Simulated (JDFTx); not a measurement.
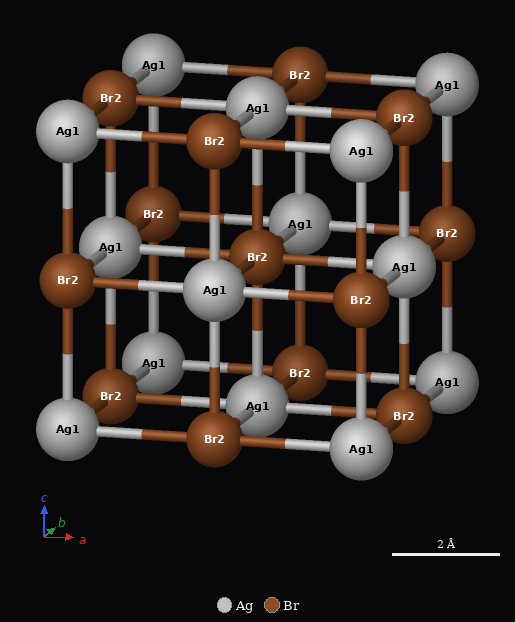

Figure 1. The structure (ball-and-stick view of the cell 4 times as large as that of the calculation, set on its symmetry axes, seen slightly off an axis; atoms are numbered from 1 in the order of the input). Near neighbours in the crystal (not all of them lie inside the picture): Ag has 6 Br at 2.87 Å; Br has 6 Ag at 2.87 Å.

Band-structure run, with input and output: AgBr

The run: band-structure run of AgBr (Fm-3m, 2 atoms in the cell). Method and program: Kohn-Sham DFT of a periodic cell, PBE, PseudoDojo-SR-PBE-0.5-standard, no spin polarisation (JDFTx 1.7.0 (patched build)).

The structure derives from an entry of the Crystallography Open Database.

**Input file**
```
lattice \
    0.0000000000     2.8701500000     2.8701500000 \
    2.8701500000     0.0000000000     2.8701500000 \
    2.8701500000     2.8701500000     0.0000000000
latt-scale 1.889726124626 1.889726124626 1.889726124626
coords-type Lattice
ion Ag     0.0000000000     0.0000000000     0.0000000000 1
ion Br     0.5000000000     0.5000000000     0.5000000000 1

ion-species pseudo/Ag.upf
ion-species pseudo/Br.upf
elec-cutoff 41 328
elec-ex-corr gga-PBE
elec-smearing Fermi 0.0018374661
elec-n-bands 19
electronic-minimize nIterations 30 energyDiffThreshold 1e-06
davidson-band-ratio 1.3
forces-output-coords Cartesian
include path.kpoints
symmetries none
fix-electron-density run.$VAR

dump-name bands.$VAR
dump End Ecomponents EigStats BandEigs Kpoints Forces
```

**File path.kpoints**
```
kpoint +0.0000000000 +0.0000000000 +0.0000000000 0.020000000000
kpoint +0.0714285714 +0.0000000000 +0.0714285714 0.020000000000
kpoint +0.1428571429 +0.0000000000 +0.1428571429 0.020000000000
kpoint +0.2142857143 +0.0000000000 +0.2142857143 0.020000000000
kpoint +0.2857142857 +0.0000000000 +0.2857142857 0.020000000000
kpoint +0.3571428571 +0.0000000000 +0.3571428571 0.020000000000
kpoint +0.4285714286 +0.0000000000 +0.4285714286 0.020000000000
kpoint +0.5000000000 +0.0000000000 +0.5000000000 0.020000000000
kpoint +0.5000000000 +0.0833333333 +0.5833333333 0.020000000000
kpoint +0.5000000000 +0.1666666667 +0.6666666667 0.020000000000
kpoint +0.5000000000 +0.2500000000 +0.7500000000 0.020000000000
kpoint +0.4375000000 +0.3125000000 +0.7500000000 0.020000000000
kpoint +0.3750000000 +0.3750000000 +0.7500000000 0.020000000000
kpoint +0.3281250000 +0.3281250000 +0.6562500000 0.020000000000
kpoint +0.2812500000 +0.2812500000 +0.5625000000 0.020000000000
kpoint +0.2343750000 +0.2343750000 +0.4687500000 0.020000000000
kpoint +0.1875000000 +0.1875000000 +0.3750000000 0.020000000000
kpoint +0.1406250000 +0.1406250000 +0.2812500000 0.020000000000
kpoint +0.0937500000 +0.0937500000 +0.1875000000 0.020000000000
kpoint +0.0468750000 +0.0468750000 +0.0937500000 0.020000000000
kpoint +0.0000000000 +0.0000000000 +0.0000000000 0.020000000000
kpoint +0.0833333333 +0.0833333333 +0.0833333333 0.020000000000
kpoint +0.1666666667 +0.1666666667 +0.1666666667 0.020000000000
kpoint +0.2500000000 +0.2500000000 +0.2500000000 0.020000000000
kpoint +0.3333333333 +0.3333333333 +0.3333333333 0.020000000000
kpoint +0.4166666667 +0.4166666667 +0.4166666667 0.020000000000
kpoint +0.5000000000 +0.5000000000 +0.5000000000 0.020000000000
kpoint +0.5250000000 +0.4500000000 +0.5250000000 0.020000000000
kpoint +0.5500000000 +0.4000000000 +0.5500000000 0.020000000000
kpoint +0.5750000000 +0.3500000000 +0.5750000000 0.020000000000
kpoint +0.6000000000 +0.3000000000 +0.6000000000 0.020000000000
kpoint +0.6250000000 +0.2500000000 +0.6250000000 0.020000000000
kpoint +0.5625000000 +0.2500000000 +0.6875000000 0.020000000000
kpoint +0.5000000000 +0.2500000000 +0.7500000000 0.020000000000
kpoint +0.5000000000 +0.2916666667 +0.7083333333 0.020000000000
kpoint +0.5000000000 +0.3333333333 +0.6666666667 0.020000000000
kpoint +0.5000000000 +0.3750000000 +0.6250000000 0.020000000000
kpoint +0.5000000000 +0.4166666667 +0.5833333333 0.020000000000
kpoint +0.5000000000 +0.4583333333 +0.5416666667 0.020000000000
kpoint +0.5000000000 +0.5000000000 +0.5000000000 0.020000000000
kpoint +0.4791666667 +0.4791666667 +0.5416666667 0.020000000000
kpoint +0.4583333333 +0.4583333333 +0.5833333333 0.020000000000
kpoint +0.4375000000 +0.4375000000 +0.6250000000 0.020000000000
kpoint +0.4166666667 +0.4166666667 +0.6666666667 0.020000000000
kpoint +0.3958333333 +0.3958333333 +0.7083333333 0.020000000000
kpoint +0.3750000000 +0.3750000000 +0.7500000000 0.020000000000
kpoint +0.6250000000 +0.2500000000 +0.6250000000 0.020000000000
kpoint +0.5833333333 +0.1666666667 +0.5833333333 0.020000000000
kpoint +0.5416666667 +0.0833333333 +0.5416666667 0.020000000000
kpoint +0.5000000000 +0.0000000000 +0.5000000000 0.020000000000
```

Run on 1 thread of Arm Neoverse V1, 24 GiB of memory available, shared host.

Command:
```bash
jdftx -c 1 -i bands.in -o bands.out
```

**Log**
```
*************** JDFTx 1.7.0 (patched build) ***************

Input parsed successfully to the following command list (including defaults):
[... the input with its defaults ...]

---------- Initializing the Grid ----------
R =
[            0       5.4238       5.4238  ]
[       5.4238            0       5.4238  ]
[       5.4238       5.4238            0  ]
unit cell volume = 319.11
G =
[  -0.579224   0.579224   0.579224  ]
[   0.579224  -0.579224   0.579224  ]
[   0.579224   0.579224  -0.579224  ]
Minimum fftbox size, Smin = [  64  64  64  ]
Chosen fftbox size, S = [  64  64  64  ]

---------- Initializing tighter grid for wavefunction operations ----------
R =
[            0       5.4238       5.4238  ]
[       5.4238            0       5.4238  ]
[       5.4238       5.4238            0  ]
unit cell volume = 319.11
G =
[  -0.579224   0.579224   0.579224  ]
[   0.579224  -0.579224   0.579224  ]
[   0.579224   0.579224  -0.579224  ]
Minimum fftbox size, Smin = [  48  48  48  ]
Chosen fftbox size, S = [  48  48  48  ]

---------- Exchange Correlation functional ----------
Initalized PBE GGA exchange.
Initalized PBE GGA correlation.

---------- Setting up pseudopotentials ----------
Width of ionic core gaussian charges (only for fluid interactions / plotting) set to 0

Reading pseudopotential file 'pseudo/Ag.upf':
  'Ag' pseudopotential, 'PBE' functional
  Generated using ONCVPSP code by D. R. Hamann
  19 valence electrons, 4 orbitals, 6 projectors, 1001 radial grid points, with lMax = 2
    4S    l: 0   occupation:  2.0   eigenvalue: -3.493089
    4P    l: 1   occupation:  6.0   eigenvalue: -2.152308
    4D    l: 2   occupation: 10.0   eigenvalue: -0.273545
    5S    l: 0   occupation:  1.0   eigenvalue: -0.161880
  Core radius for overlap checks: 1.53 bohrs.

Reading pseudopotential file 'pseudo/Br.upf':
  'Br' pseudopotential, 'PBE' functional
  Generated using ONCVPSP code by D. R. Hamann
  7 valence electrons, 2 orbitals, 6 projectors, 1001 radial grid points, with lMax = 2
    4S    l: 0   occupation:  2.0   eigenvalue: -0.739928
    4P    l: 1   occupation:  5.0   eigenvalue: -0.288839
  Core radius for overlap checks: 1.88 bohrs.

Initialized 2 species with 2 total atoms.

Folded 50 k-points by 1x1x1 to 50 k-points.

---------- Setting up k-points, bands, fillings ----------
No reducable k-points.
Computing the number of bands and number of electrons
Calculating initial fillings.
nElectrons:  26.000000   nBands: 19   nStates: 50

----- Setting up reduced wavefunction bases (one per k-point) -----
average nbasis = 4001.640 , ideal nbasis = 4001.383

---------- Setting up ewald sum ----------
Optimum gaussian width for ewald sums = 2.463395 bohr.
Real space sum over 1331 unit cells with max indices [  5  5  5  ]
Reciprocal space sum over 2197 terms with max indices [  6  6  6  ]

---------- Allocating electronic variables ----------
Reading n from file 'run.n' ... done
Initializing wave functions:  linear combination of atomic orbitals
Note: number of bands (19) exceeds available atomic orbitals (14)

----------- Band structure minimization -------------
Minimization will be done independently for each quantum number.

---- Minimization of quantum number:     0  [ +0.0000000 +0.0000000 +0.0000000 ]  0.040000000 ----
BandDavidson: Iter:   0  Eband: -0.079405865029948
BandDavidson: Iter:   1  Eband: -0.104678627129346  dEband: -2.527276e-02
BandDavidson: Iter:   2  Eband: -0.109752665189747  dEband: -5.074038e-03
BandDavidson: Iter:   3  Eband: -0.111408989356337  dEband: -1.656324e-03
[... 626 lines of inner loops ...]
BandDavidson: Iter:   8  Eband: -0.113238993848324  dEband: -1.574158e-06
BandDavidson: Iter:   9  Eband: -0.113239514538763  dEband: -5.206904e-07
BandDavidson: Converged (dEband<1.000000e-06)
	FillingsUpdate:  mu: +0.316228317  nElectrons: 26.000000
WARNING: these k-points are no uniform mesh, so that mu and the fillings of partly filled bands are only those of these points: take mu from the calculation that made the density or potential.

Dumping 'bands.eigStats' ...
	eMin: -3.009750 at state 0 ( [ +0.000000 +0.000000 +0.000000 ] spin 0 )
	HOMO: +0.302952 at state 39 ( [ +0.500000 +0.500000 +0.500000 ] spin 0 )
	mu  : +0.316228
	LUMO: +0.327663 at state 20 ( [ +0.000000 +0.000000 +0.000000 ] spin 0 )
	eMax: +0.852616 at state 6 ( [ +0.428571 +0.000000 +0.428571 ] spin 0 )
	HOMO-LUMO gap: +0.024711
	Optical gap  : +0.095724 at state 0 ( [ +0.000000 +0.000000 +0.000000 ] spin 0 )
Done!
```

**Results in brief**

| quantity | value |
| --- | --- |
| outcome | converged |
| space group (tolerance 0.01 Å) | Fm-3m (225) |
| electrons treated | 26 |
| Fermi energy | 8.654 eV |
| gap on the band path | 0.67 eV |
| wall time | 48 s |
| peak memory | 0.14 GiB |
